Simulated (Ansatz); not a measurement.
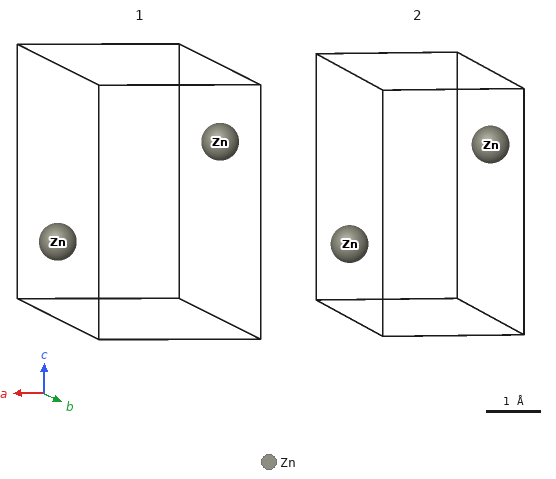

Two geometries of solid Zn (a generated structure, set up in Cmcm) (coarse preliminary run), drawn at one scale. One is the start of a relaxation, the other its converged end. The picture is a ball-and-stick view of the cell of the calculation, seen from a free direction.

Theory: DFT PBE, scalar-relativistic, plane waves, PAW in Ansatz 0.2.0. (plane-wave cutoff 420 eV; k-point mesh 9 × 9 × 4; occupations gaussian; smearing width 0.1 eV; no spin polarisation; cell and atoms relaxed; force threshold 0.05 eV/Å; at most 60 steps)

Which geometry has the lower energy?

Structure 2 is the relaxed one. Case: Ca → Zn on all its sites, cell and atoms relaxed. After 9 accepted moves (11 points after the start) the energy has fallen by 203 meV per atom. The pressure goes from −8.82 to −0.06 GPa. The line search rejected the trial step at point 4 of the run. At 1 point the geometry stayed and the basis and grid were re-selected for the new cell (energy shift of 1.7 meV per atom at most each time). The largest moves relative to the cell, 0.026 Å, are those of Zn atoms. The volume changes by −23.6 %, with a = b 3.041 → 2.652 Å (−12.8 %), c 4.998 → 4.837 Å (−3.2 %), γ 120.0° → 116.0°. Among the contacts that change: Zn–Zn 3.041 → 2.652 Å, Zn–Zn 3.054 → 2.818 Å, Zn–Zn 3.055 → 2.910 Å. Among the angles between lasting bonds that change: Zn–Zn–Zn 120.0° → 116.0°, Zn–Zn–Zn 60.0° → 64.0°, Zn–Zn–Zn 60.0° → 58.0°. The space group (tolerance 0.01 Å) goes from P6_3/mmc (No. 194) to Cmcm (No. 63). The run took of the order of 30 core-seconds on a shared host.
